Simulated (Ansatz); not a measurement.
Run report: Li3S2, geometry relaxation (part 2 of 2)

The same run, continued: Li3S2 (P6/mmm, 5 atoms in the cell); DFT PBE, scalar-relativistic, plane waves, PAW, no spin polarisation (Ansatz 0.2.0); cutoff 420 eV, 6×6×12 k-mesh, Gaussian smearing of 0.1 eV. The structure was made by swapping elements on the sites of another compound; it need not be a known phase. It belongs to a series of runs on one base structure; here: anti-La2O3 type (P321, No. 150).

Geometry of the input (Å; fractional positions):
```
6.7444  0.0000  0.0000
-3.3722  5.8408  0.0000
0.0000  0.0000  2.9911
Li 0.5000  0.5000  0.0000
Li 0.5000  0.0000  0.0000
Li 0.0000  0.5000  0.0000
S  0.3333  0.6667  0.5000
S  0.6667  0.3333  0.5000
```

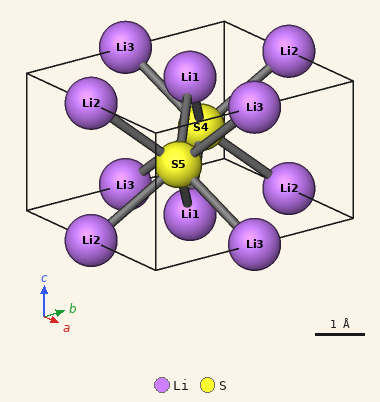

Figure 1. The geometry at step 2 of the log (ball-and-stick view of the cell of the calculation, seen slightly off an axis; atoms are numbered from 1 in the order of the input).

Output, continued:
```
SCF iter   1: F=—  HF=-2423.330982 eV  |F-HF|=—  |Δ(HF+E_count)|=         —  Δρ=3.55e-4  dr2=1.65e-4  ethr=8.29e-7  ⟨swp⟩=2.8  Hψ=5062  notcnv=0
preconditioner: auto → none  [insulator: Δε(μ)=1.109 eV  Ē_g=9.678 eV  σ=0.100 eV  W_gap=1.00  n_scr=12 (ndim 8)  ℏωp=13.2 eV  f_vac=0.256  D(μ)=0.00/eV (n_scr^D=0)  ε∞_Penn≈2.9]
SCF iter   2: F=—  HF=-2423.330979 eV  |F-HF|=—  |Δ(HF+E_count)|=   3.86e-6  Δρ=1.31e-4  dr2=1.17e-5  ethr=7.88e-7  ⟨swp⟩=2.0  Hψ=1083  notcnv=0
SCF iter   3: F=—  HF=-2423.330984 eV  |F-HF|=—  |Δ(HF+E_count)|=   5.55e-6  Δρ=5.50e-5  dr2=2.04e-6  ethr=5.57e-8  ⟨swp⟩=2.5  Hψ=1060  notcnv=0
SCF iter   4: F=-2423.330986 eV  HF=-2423.330986 eV  |F-HF|=2.25e-8  |Δ(HF+E_count)|=   1.80e-6  Δρ=4.16e-6  dr2=1.22e-8  ethr=2.38e-9  ⟨swp⟩=11.1  Hψ=5900  notcnv=0
SCF 3 converged in 4 iterations: F = -2423.330986 eV  dr2 = 1.22e-8
relax step   3: F+E_penalty+E_count = -2423.33098589 eV  Δ(F+E_penalty+E_count) = -2.989e-3 eV  max|allowed force component| = 3.608e-17 eV/Å  Δτ_max = 0.0000 Å  P = -0.005 GPa  Ω = 117.923 Å³  energy of the carried Pulay correction = +4.702e-6 eV  (4 SCF iters, dr2 threshold 5.00e-7 eV, accepted)
Initial wavefunctions: pseudopotential atomic-orbital guess (no wavefunctions were taken with the density)
iter 1 solved again at ethr=1.73e-7 eV; its pass at ethr=3.10e-3 eV (dr2=3.64e-5 eV) is discarded
SCF iter   1: F=—  HF=-2423.330901 eV  |F-HF|=—  |Δ(HF+E_count)|=         —  Δρ=2.59e-5  dr2=3.51e-8  ethr=1.73e-7  ⟨swp⟩=3.1  Hψ=6590  notcnv=0
preconditioner: auto → none  [insulator: Δε(μ)=1.108 eV  Ē_g=9.683 eV  σ=0.100 eV  W_gap=1.00  n_scr=12 (ndim 8)  ℏωp=13.2 eV  f_vac=0.257  D(μ)=0.00/eV (n_scr^D=0)  ε∞_Penn≈2.9]
SCF iter   2: F=—  HF=-2423.330968 eV  |F-HF|=—  |Δ(HF+E_count)|=   6.67e-5  Δρ=1.30e-5  dr2=9.08e-9  ethr=1.67e-10  ⟨swp⟩=2.9  Hψ=1426  notcnv=0
SCF iter   3: F=—  HF=-2423.330978 eV  |F-HF|=—  |Δ(HF+E_count)|=   9.77e-6  Δρ=3.62e-6  dr2=1.20e-9  ethr=4.33e-11  ⟨swp⟩=3.1  Hψ=1327  notcnv=0
SCF iter   4: F=-2423.330980 eV  HF=-2423.330980 eV  |F-HF|=1.79e-9  |Δ(HF+E_count)|=   2.07e-6  Δρ=2.00e-7  dr2=3.10e-11  ethr=1.00e-12  ⟨swp⟩=5.6  Hψ=4408  notcnv=0
SCF 4 converged in 4 iterations: F = -2423.330980 eV  dr2 = 3.10e-11
relax step   4: F+E_penalty+E_count = -2423.33097972 eV  Δ(F+E_penalty+E_count) = +6.177e-6 eV  max|allowed force component| = 3.516e-17 eV/Å  Δτ_max = 0.0000 Å  P = -0.005 GPa  Ω = 117.923 Å³  stress off target by 4.46e-2 GPa  SCF on the basis re-selected at this cell (its energy is not comparable with the rows above)  (4 SCF iters)
basis re-selected at this cell: Δ(F+E_penalty+E_count) = +6.177e-6 eV, ΔP = +0.000 GPa vs the last step (what re-selecting the basis moved, of the pressure what is left beyond the Pulay correction that the steps carried, after the strain that the cell walked since its last selection, with what the two solves' SCF thresholds leave and, on support functions, any second-order correction that the steps lacked; it is no measure of the basis error at this ecutwfc). This SCF's stress stands 4.46e-2 GPa from its target on what of the cell is left free (relax.cell.stress_tol is 5.00e-2 GPa) and its largest allowed force component is 3.52e-17 eV/Å (relax.f_tol is 1.00e-2 eV/Å): within both
WARN: The input density's exchange-correlation potential varies sharply where the density is thin. Do not read a vacuum level from v_tot or v_xc, or from such a field of the output density. On a cell that repeats whose density bears no net charge and no dipole along the vacuum's axis use v_es (v_loc + v_h of the components); under efield.dipole_correction with no amplitude use v_es + v_field, which holds any external_charges[].barrier, or the levels of the report's work_function block, which leave it out; under a non-zero efield.amplitude the vacuum is tilted and has no level; on a cell that repeats and bears such a dipole with no correction it is tilted too, and efield.dipole_correction with no amplitude gives each side of its ramp a level where efield: is served; in a cell that repeats whose density bears a net charge (total_charge, or a fill off its count) it is curved and has none; of a slab under crystal.periodic whose density bears no net charge use v_es, which has a level on each side, short of where the two are joined; of another it falls or rises all the way out and has none; of a slab beside external_charges read slab_vacuum_level instead, which it has where they leave it neutral. The grid or the basis barely resolves most such structure, and the values can differ between equally converged runs; as a rule a tighter scf.convergence.dr2_threshold does not remove it. Where the density itself ripples (under the LDA too) a higher basis.ecutwfc lessens it. The files hold the spikes' plane waves up to the density's cutoff. Files: v_tot and the like, and their columns of v_z.tsv (output.write_potential); v_xc and the like, and their columns of v_comp_z.tsv (output.write_potential_components); where files of the output density stand in their place, no point of their own thin density is over the threshold below, and this is of outcome.potential() and, of a run that writes arrays (npy), the arrays of these names. Measured: with its Gaussian average of σ = 0.25 Å subtracted twice, the exchange-correlation potential is over 0.1 eV at 866 of the grid points where the equally averaged density (valence and model cores) is under 1e-3 e/Å³, and 1.98 eV at the most among them, at an averaged density of 4.3e-4 e/Å³. See output.write_potential in the manual, Limitations
SCF converged after 4 iterations
Free energy (F): -2423.330980 eV
Harris-Foulkes:  -2423.330980 eV  (|F-HF|=1.79e-9)
Internal energy: -2423.330980 eV  (E = F + TS)
E sigma→0 (E₀):  -2423.330980 eV
Fermi energy:    1.455904 eV
--- Per-component energies (eV) ---
  E_band       = -317.729008
  E_kinetic    = 279.870429
  E_local      = -1049.126602  (includes V_loc(G=0)·N_el)
  E_nonlocal   = -42.352141
  E_hartree    = 379.883235
  E_xc         = -227.560542
  E_vxc        = -217.749000  (∫ρ·V_xc dr)
  E_paw        = -1263.736667  (= ΣΔE_a)
  E_vpaw       = -48.138214  (= ΣTr[D̂ρ^β])
  E_aug_tail   = 0.000050  (compensation charges beyond the density's cutoff)
  E_ewald      = -500.308742
  E_smearing   = -0.000000  (= −TS)
  E_closure    = 0.000000  (closes the sum)
  Σ components = -2423.330980   (vs F -2423.330980, Δ=0.00e0)
--- Forces (eV/Å), atoms counted from 1 ---
  atom   1  Li    -0.00000000     0.00000000     0.00000000
  atom   2  Li     0.00000000     0.00000000     0.00000000
  atom   3  Li    -0.00000000     0.00000000     0.00000000
  atom   4  S      0.00000000     0.00000000     0.00000000
  atom   5  S     -0.00000000    -0.00000000     0.00000000
  max |Σ_I F_I| component: 9.25e-18 eV/Å
--- Stress (GPa, compression-positive) ---
        0.014636      -0.000000       0.000000
       -0.000000       0.014636       0.000000
        0.000000       0.000000      -0.044566
  P = ⅓ Tr σ = -0.0051 GPa (-0.051 kbar)
--- Band table (eV; the first three rows and the last of 49) ---
  k-point 0: bands = ["-44.1044", "-44.1009", "-44.1009", "-11.2145", "-11.0544", "-1.8215", "-1.8215", "-1.2895", "-1.2895", "2.5985", "2.9389", "3.4838", "5.3446", "5.3446", "9.2094", "9.3041"]
  k-point 1: bands = ["-44.1037", "-44.1002", "-44.1002", "-11.1409", "-10.9716", "-1.7703", "-1.7703", "-1.2027", "-1.2027", "2.0071", "2.2904", "3.5973", "5.4437", "5.4437", "9.3091", "9.3091"]
  k-point 2: bands = ["-44.1018", "-44.0984", "-44.0984", "-10.9281", "-10.7309", "-1.6248", "-1.6248", "-0.9496", "-0.9496", "0.7193", "0.8989", "3.9182", "5.7287", "5.7287", "9.2862", "9.2862"]
  k-point 48: bands = ["-44.0922", "-44.0922", "-44.0907", "-9.5657", "-9.5657", "-3.1615", "-3.1615", "-1.0438", "-0.2268", "-0.2268", "0.7598", "5.3624", "6.4628", "6.4628", "7.5478", "7.6718"]
--- Relaxed structure (3 steps of the walk, 3 accepted, 1 SCFs on fresh bases) ---
  F+E_penalty+E_count = -2423.33097972 eV   max|allowed force component| = 3.516e-17 eV/Å   (the final SCF, on the basis selected at the relaxed cell)
  cell:  # Å, volume = 117.9230 Å³
    - [6.810917756415183, 2.9152282568255655e-11, 0.0]
    - [-3.405458878232838, 5.898427800127485, 0.0]
    - [0.0, 0.0, 2.9353288107322344]
  atoms:
    - { symbol: Li, position: [0.4999999999999999, 0.49999999999999994, 0.0] }
    - { symbol: Li, position: [0.5, 4.0389678347315804e-28, 0.0] }
    - { symbol: Li, position: [0.0, 0.5, 0.0] }
    - { symbol: S, position: [0.33333333333333326, 0.6666666666666667, 0.49999999999999994] }
    - { symbol: S, position: [0.6666666666666667, 0.3333333333333333, 0.49999999999999994] }
```

Trajectory as extended XYZ (Å, eV, eV/Å), 4 frames, from step=1 to step=4:
```
5
Lattice="6.7444 0.0000 0.0000 -3.3722 5.8408 0.0000 0.0000 0.0000 2.9911" Properties=species:S:1:pos:R:3:forces:R:3 step=1 energy=-2423.31574 pressure_GPa=-0.22
Li    1.6861    2.9204    0.0000    0.0000   0.0000   0.0000
Li    3.3722    0.0000    0.0000    0.0000   0.0000   0.0000
Li   -1.6861    2.9204    0.0000    0.0000   0.0000   0.0000
S     0.0000    3.8939    1.4955    0.0000   0.0000   0.0000
S     3.3722    1.9469    1.4955    0.0000   0.0000   0.0000
5
Lattice="6.8398 0.0000 0.0000 -3.4199 5.9234 0.0000 0.0000 0.0000 2.9085" Properties=species:S:1:pos:R:3:forces:R:3 step=2 energy=-2423.32800 pressure_GPa=0.14
Li    1.7099    2.9617    0.0000    0.0000   0.0000   0.0000
Li    3.4199    0.0000    0.0000    0.0000   0.0000   0.0000
Li   -1.7099    2.9617    0.0000    0.0000   0.0000   0.0000
S     0.0000    3.9489    1.4543    0.0000   0.0000   0.0000
S     3.4199    1.9745    1.4543    0.0000   0.0000   0.0000
5
Lattice="6.8109 0.0000 0.0000 -3.4055 5.8984 0.0000 0.0000 0.0000 2.9353" Properties=species:S:1:pos:R:3:forces:R:3 step=3 energy=-2423.33099 pressure_GPa=-0.01
Li    1.7027    2.9492    0.0000    0.0000   0.0000   0.0000
Li    3.4055    0.0000    0.0000    0.0000   0.0000   0.0000
Li   -1.7027    2.9492    0.0000    0.0000   0.0000   0.0000
S     0.0000    3.9323    1.4677    0.0000   0.0000   0.0000
S     3.4055    1.9661    1.4677    0.0000   0.0000   0.0000
5
Lattice="6.8109 0.0000 0.0000 -3.4055 5.8984 0.0000 0.0000 0.0000 2.9353" Properties=species:S:1:pos:R:3:forces:R:3 step=4 energy=-2423.33098 pressure_GPa=-0.01
Li    1.7027    2.9492    0.0000    0.0000   0.0000   0.0000
Li    3.4055    0.0000    0.0000    0.0000   0.0000   0.0000
Li   -1.7027    2.9492    0.0000    0.0000   0.0000   0.0000
S     0.0000    3.9323    1.4677    0.0000   0.0000   0.0000
S     3.4055    1.9661    1.4677    0.0000   0.0000   0.0000
```

Key numbers:

- outcome: converged
- space group (tolerance 0.01 Å): P6/mmm (191)
- electrons treated: 21
- free energy: −2423.3310 eV
- Fermi energy: 1.456 eV
- gap on the k-point mesh: none (metallic)
- pressure: −0.01 GPa
- final volume: 117.92 Å³
- largest force (length of the vector) at the end: under 0.001 eV/Å
- final cell: a = 6.811 Å, b = 6.811 Å, c = 2.935 Å, α = 90.00°, β = 90.00°, γ = 120.00°
- hardware: 1 thread of Intel Xeon (Granite Rapids), 192 GiB of memory available, shared host
- wall time: 11 s
- peak memory: 0.45 GiB

Notes:

The program warns: the exchange-correlation potential is rough where the density is thin. The cell holds an odd number of electrons but the run has no spin polarisation, so it comes out as a metal.
